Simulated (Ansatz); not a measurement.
## What a change does: single-point calculation on CuO

System: CuO (4 atoms in the cell).
Method of the first run: DFT LDA, scalar-relativistic, plane waves, PAW, spin-polarised (Ansatz 0.2.0).

The structure derives from a Materials Project entry. Text and figures count atoms from 1; the logs count them from 0 in places.

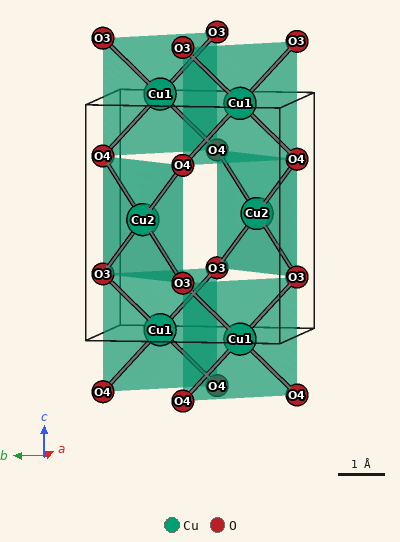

Figure 1. The input geometry (polyhedral view of the cell 2 times as large as that of the calculation, set on its symmetry axes, seen at an oblique angle; polyhedra are completed across the faces of the cell; atoms are numbered from 1 in the order of the input). An atom can appear more than once, as a periodic image.

Input file, the first run:
```yaml
crystal:
  lattice:
    - [1.990968, -2.15355, 0.0]
    - [1.990968, 2.15355, 0.0]
    - [0.0, 0.0, 5.155928]
  atoms:
    - { symbol: Cu, position: [0.0, 0.5, 0.0], spin: 0.69 }
    - { symbol: Cu, position: [0.5, 0.0, 0.5], spin: 0.69 }
    - { symbol: O, position: [0.5, 0.5, 0.25], spin: 0.36 }
    - { symbol: O, position: [0.5, 0.5, 0.75], spin: 0.36 }
basis:
  ecutwfc: 420
kpoints:
  mp_grid: { grid: [14, 14, 8] }
hamiltonian:
  xc: lda
scf:
  occupations: { method: gaussian, width: 0.1 }
output:
  forces: true
  stress: true
  eigenvalues: true
  populations: true
magnetization:
  spin_polarized: true
```

Launched with:
```bash
ansatz run input.yaml --threads 1 --pin off --max-ram 2560MiB --backend cpu --events-out ev --progress --plain --runs-dir out
```

Hardware: 1 thread of Intel Xeon (Granite Rapids), 32 GiB of memory available, shared host.

Output, shortened to warnings, some set-up lines, iterations and results (the first run):
```
WARN: the starting moments were not kept: the SCF closed with an absolute magnetisation of 2.2e-6 μB, where they sum to 2.1 μB in size (4 sites). That is at most 0.1 of that sum. Measured as dr2_m measures the in/out step, that magnetisation stands 3.6e-12 eV from none, at or under the dr2_threshold of 1.0e-7 eV: it is no larger than a step whose dr2_m would equal this threshold. The system may …
Basis set: ecut = 420 eV, 841 PW (Γ)
Symmetry: 8 space group operations
k-points: 285 of 1568
Initial density: superposition of atomic densities (chi_scale 0.1, normalization cell, long waves kept (reshape's long-wave potential 0.00 eV rms))
[...]
SCF iter   1: F=—  HF=-14218.853915 eV  |F-HF|=—  |Δ(HF+E_count)|=         —  Δρ=6.69e-2 (↑6.69e-2 ↓5.08e-2)  dr2=5.76e-1  dr2_m=1.03e0  M=0.621 μB ∫|m|=0.716 μB  β_m=0.30  …
SCF iter   2: F=—  HF=-14218.964392 eV  |F-HF|=—  |Δ(HF+E_count)|=   1.10e-1  Δρ=5.19e-2 (↑5.19e-2 ↓3.22e-2)  dr2=2.34e-1  dr2_m=5.54e-1  M=0.570 μB ∫|m|=0.656 μB  β_m=0.30  …
SCF iter   3: F=—  HF=-14219.098046 eV  |F-HF|=—  |Δ(HF+E_count)|=   1.34e-1  Δρ=3.67e-2 (↑3.67e-2 ↓2.41e-2)  dr2=8.26e-2  dr2_m=3.26e-1  M=0.511 μB ∫|m|=0.588 μB  β_m=0.30  …
SCF iter   4: F=—  HF=-14219.168749 eV  |F-HF|=—  |Δ(HF+E_count)|=   7.07e-2  Δρ=2.59e-2 (↑2.59e-2 ↓1.89e-2)  dr2=2.79e-2  dr2_m=1.98e-1  M=0.457 μB ∫|m|=0.526 μB  β_m=0.30  …
SCF iter   5: F=—  HF=-14219.176692 eV  |F-HF|=—  |Δ(HF+E_count)|=   7.94e-3  Δρ=1.94e-2 (↑1.94e-2 ↓1.67e-2)  dr2=5.51e-3  dr2_m=1.31e-1  M=0.404 μB ∫|m|=0.465 μB  β_m=0.30  …
[... 10 lines ...]
SCF iter  16: F=—  HF=-14219.207380 eV  |F-HF|=—  |Δ(HF+E_count)|=   8.80e-8  Δρ=4.10e-6 (↑3.46e-6 ↓4.10e-6)  dr2=1.65e-8  dr2_m=9.67e-10  M=0.000 μB ∫|m|=0.000 μB  β_m=0.85  …
SCF iter  17: F=—  HF=-14219.207380 eV  |F-HF|=—  |Δ(HF+E_count)|=   2.07e-9  Δρ=2.27e-6 (↑2.27e-6 ↓1.59e-6)  dr2=5.77e-9  dr2_m=7.35e-11  M=0.000 μB ∫|m|=0.000 μB  β_m=0.93  …
SCF iter  18: F=—  HF=-14219.207380 eV  |F-HF|=—  |Δ(HF+E_count)|=   1.07e-9  Δρ=2.10e-6 (↑1.58e-6 ↓2.10e-6)  dr2=4.36e-9  dr2_m=6.59e-11  M=-0.000 μB ∫|m|=0.000 μB  β_m=0.96 …
SCF iter  19: F=-14219.207380 eV  HF=-14219.207380 eV  |F-HF|=2.00e-11  |Δ(HF+E_count)|=  7.29e-10  Δρ=3.20e-7 (↑3.20e-7 ↓2.93e-7)  dr2=1.19e-10  dr2_m=1.08e-12  M=-0.000 μB …
SCF 1 converged in 19 iterations: F = -14219.207380 eV  dr2 = 1.19e-10
WARN: the starting moments were not kept: the SCF closed with an absolute magnetisation of 2.2e-6 μB, where they sum to 2.1 μB in size (4 sites). That is at most 0.1 of that sum. Measured as dr2_m measures the in/out step, that magnetisation stands 3.6e-12 eV from none, at or under the …
SCF converged after 19 iterations
Magnetization: -0.0000 μB (25.0000 up, 25.0000 down)
Absolute magnetization: 0.0000 μB (∫|ρ↑−ρ↓|, with the PAW one-centre terms)
Spin contamination: 0.0000 ħ² per cell (⟨S²⟩ above its minimum at these occupations)
Per-site moments (μB) at R_I (Å): [(-6.686786174154869e-7, 0.8053693978757361), (-6.686786173764965e-7, 0.8053693978757362), (-3.5795174427492723e-7, 0.8053693978757362), (-3.5795174432167794e-7, 0.8053693978757361)]
Free energy (F): -14219.207380 eV
Harris-Foulkes:  -14219.207380 eV  (|F-HF|=2.00e-11)
Internal energy: -14219.194276 eV  (E = F + TS)
E sigma→0 (E₀):  -14219.200828 eV
Entropy (-TS):   -0.013104 eV (-3.276 meV/atom)
Fermi energy:    10.437929 eV
--- Per-component energies (eV) ---
  E_band       = -938.936979
  E_kinetic    = 939.097813
  E_local      = -10140.897474  (includes V_loc(G=0)·N_el)
  E_nonlocal   = 887.134779
  E_hartree    = 4377.810481
  E_xc         = -319.458878
[...]
```

The second run used a changed input.

The two runs side by side:

```csv
quantity,the first run,the second run
outcome,converged,converged
free energy per atom (eV),−3554.8018,−3595.6403
"energy per atom, smearing taken to zero (eV)",−3554.8002,−3595.6387
gap on the mesh (eV),0.00,0.00
net moment of the cell (μB),0.00,0.00
absolute moment of the cell (μB),0.00,0.00
pressure (GPa),−12.22,1.41
largest force (eV/Å),0.000,0.000
SCF iterations,19,20
irreducible k-points,285,285
plane waves at Γ,841,841
wall time (shared host),36 s,36 s
```

What was changed in the input?

The change (lines with − go, lines with + come):
```diff
-  xc: lda
+  xc: pbe
```

The total energies belong to different methods, so their difference says nothing on which is more stable or more accurate. The pressure goes from −12.22 to 1.41 GPa. The functional changes from LDA to PBE. Along LDA, PBEsol, PBE and RPBE the binding weakens and the preferred volume grows, so the same cell is under more pressure with the later ones. The SCF takes 20 iterations against 19.

Output, shortened to warnings, some set-up lines, iterations and results (the second run):
```
WARN: the starting moments were not kept: the SCF closed with an absolute magnetisation of 2.4e-5 μB, where they sum to 2.1 μB in size (4 sites). That is at most 0.1 of that sum. Measured as dr2_m measures the in/out step, that magnetisation stands 3.9e-10 eV from none, at or under the dr2_threshold of 1.0e-7 eV: it is no larger than a step whose dr2_m would equal this threshold. The system may …
Basis set: ecut = 420 eV, 841 PW (Γ), exchange–correlation on 40×40×72 points (8 copies of the dense FFT grid, shifted against one another)
Symmetry: 8 space group operations
k-points: 285 of 1568
Initial density: superposition of atomic densities (chi_scale 0.1, normalization cell, long waves kept (reshape's long-wave potential 0.00 eV rms))
[...]
SCF iter   1: F=—  HF=-14382.081599 eV  |F-HF|=—  |Δ(HF+E_count)|=         —  Δρ=5.66e-2 (↑5.66e-2 ↓5.34e-2)  dr2=2.96e-1  dr2_m=9.60e-1  M=0.665 μB ∫|m|=0.756 μB  β_m=0.30  …
SCF iter   2: F=—  HF=-14382.270034 eV  |F-HF|=—  |Δ(HF+E_count)|=   1.88e-1  Δρ=4.67e-2 (↑4.67e-2 ↓3.32e-2)  dr2=1.84e-1  dr2_m=4.97e-1  M=0.627 μB ∫|m|=0.711 μB  β_m=0.30  …
SCF iter   3: F=—  HF=-14382.396141 eV  |F-HF|=—  |Δ(HF+E_count)|=   1.26e-1  Δρ=3.59e-2 (↑3.59e-2 ↓2.49e-2)  dr2=1.12e-1  dr2_m=2.93e-1  M=0.570 μB ∫|m|=0.646 μB  β_m=0.30  …
SCF iter   4: F=—  HF=-14382.524497 eV  |F-HF|=—  |Δ(HF+E_count)|=   1.28e-1  Δρ=2.35e-2 (↑2.35e-2 ↓1.74e-2)  dr2=2.80e-2  dr2_m=1.65e-1  M=0.531 μB ∫|m|=0.602 μB  β_m=0.30  …
SCF iter   5: F=—  HF=-14382.530400 eV  |F-HF|=—  |Δ(HF+E_count)|=   5.90e-3  Δρ=1.79e-2 (↑1.79e-2 ↓1.53e-2)  dr2=5.47e-3  dr2_m=1.10e-1  M=0.481 μB ∫|m|=0.545 μB  β_m=0.30  …
[... 11 lines ...]
SCF iter  17: F=—  HF=-14382.561224 eV  |F-HF|=—  |Δ(HF+E_count)|=   4.98e-7  Δρ=2.13e-5 (↑2.13e-5 ↓1.05e-5)  dr2=2.80e-7  dr2_m=2.53e-8  M=0.001 μB ∫|m|=0.001 μB  β_m=0.92  …
SCF iter  18: F=—  HF=-14382.561224 eV  |F-HF|=—  |Δ(HF+E_count)|=   1.06e-7  Δρ=9.47e-6 (↑6.02e-6 ↓9.47e-6)  dr2=7.94e-8  dr2_m=6.67e-9  M=-0.001 μB ∫|m|=0.001 μB  β_m=0.96  …
SCF iter  19: F=—  HF=-14382.561224 eV  |F-HF|=—  |Δ(HF+E_count)|=   1.52e-8  Δρ=3.99e-6 (↑3.99e-6 ↓2.65e-6)  dr2=3.60e-9  dr2_m=3.67e-9  M=-0.000 μB ∫|m|=0.000 μB  β_m=0.98  …
SCF iter  20: F=-14382.561224 eV  HF=-14382.561224 eV  |F-HF|=1.38e-10  |Δ(HF+E_count)|=   9.57e-9  Δρ=4.02e-7 (↑3.44e-7 ↓4.02e-7)  dr2=1.30e-10  dr2_m=3.05e-11  M=0.000 μB …
SCF 1 converged in 20 iterations: F = -14382.561224 eV  dr2 = 1.30e-10
WARN: the starting moments were not kept: the SCF closed with an absolute magnetisation of 2.4e-5 μB, where they sum to 2.1 μB in size (4 sites). That is at most 0.1 of that sum. Measured as dr2_m measures the in/out step, that magnetisation stands 3.9e-10 eV from none, at or under the …
SCF converged after 20 iterations
Magnetization: 0.0000 μB (25.0000 up, 25.0000 down)
Absolute magnetization: 0.0000 μB (∫|ρ↑−ρ↓|, with the PAW one-centre terms)
Spin contamination: 0.0000 ħ² per cell (⟨S²⟩ above its minimum at these occupations)
Per-site moments (μB) at R_I (Å): [(6.706970821569319e-6, 0.8053693978757361), (6.7069708213151795e-6, 0.8053693978757362), (4.056489963064623e-6, 0.8053693978757362), (4.0564899631911814e-6, 0.8053693978757361)]
Free energy (F): -14382.561224 eV
Harris-Foulkes:  -14382.561224 eV  (|F-HF|=1.38e-10)
Internal energy: -14382.548126 eV  (E = F + TS)
E sigma→0 (E₀):  -14382.554675 eV
Entropy (-TS):   -0.013097 eV (-3.274 meV/atom)
Fermi energy:    10.918719 eV
--- Per-component energies (eV) ---
  E_band       = -924.958027
  E_kinetic    = 941.550852
  E_local      = -10139.801027  (includes V_loc(G=0)·N_el)
  E_nonlocal   = 876.039685
  E_hartree    = 4389.398749
  E_xc         = -323.462319
  E_vxc        = -415.157633  (∫ρ·V_xc dr)
[...]
```

For both runs: Warnings: some starting moments were not kept. For the first run: The cell is under a tension of 12.2 GPa at this level, so it is not at its equilibrium volume.
